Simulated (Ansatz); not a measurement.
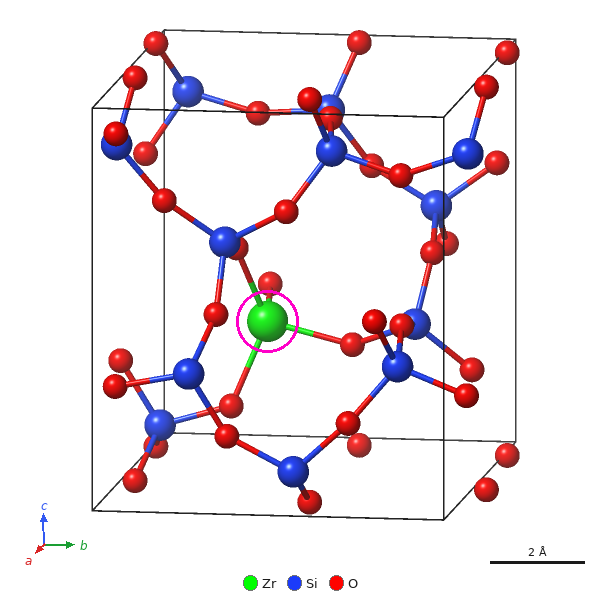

We look at a ball-and-stick model of the crystal slightly off an axis. The frame is the supercell; atoms at its boundary are shown with their periodic copies. The host is SiO2, in a cell of 36 sites, and the cell is neutral. A ring marks the defect's site.

Q: What kind of defect was put in?

A: Zirconium on a silicon site (a substitutional impurity). It is bonded to four O in a distorted tetrahedral arrangement at about 1.9 Å.

The atoms were relaxed in the host's cell with DFT PBE, scalar-relativistic, plane waves, PAW in Ansatz.
